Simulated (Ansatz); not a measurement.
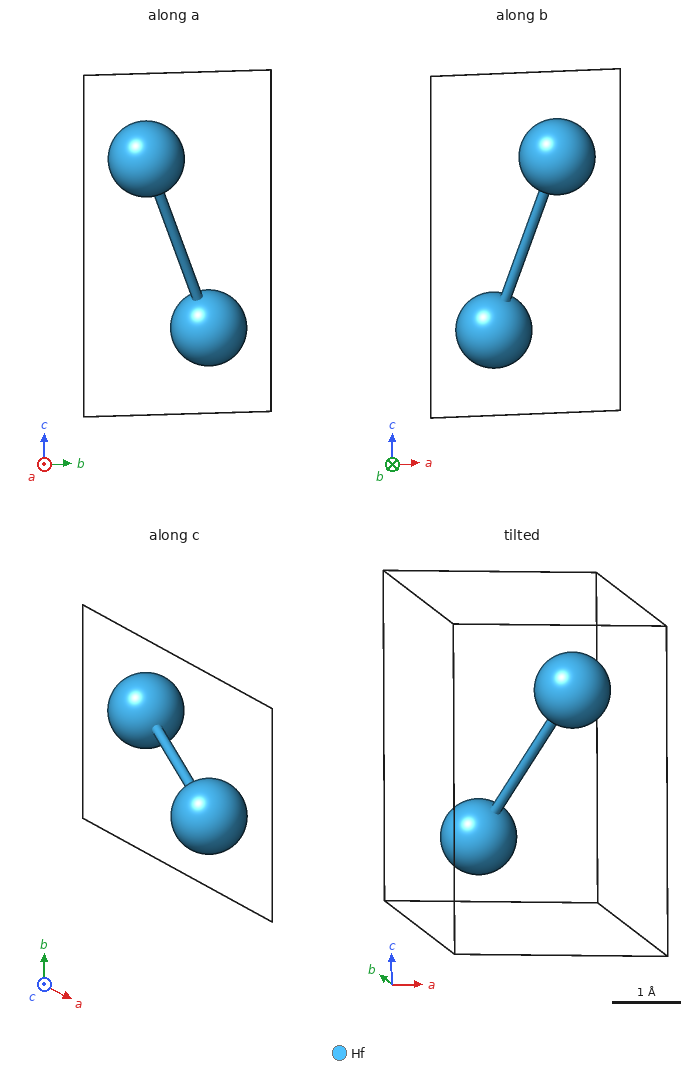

The figure gives a ball-and-stick picture of the atoms, viewed along the a axis, along the b axis, along the c axis and slightly off an axis. The edges of the unit cell are marked.

Lattice parameters: a = 3.206 Å, b = 3.164 Å, c = 5.066 Å, α = 89.36°, β = 88.27°, γ = 118.70°. Put a along x and b in the xy plane.

**From the views, write a POSCAR file.**

```
Hf
1.0
     3.206    0.000    0.000
    -1.519    2.775    0.000
     0.153    0.148    5.061
Hf
2
Direct
  0.3333 0.6667 0.2500
  0.6667 0.3333 0.7500
```

Its origin is a structure type filled with this element by a generator (whether the element takes this form wasn't checked). The cell was then strained or its atoms displaced on purpose. A calculation with Ansatz used it as input.
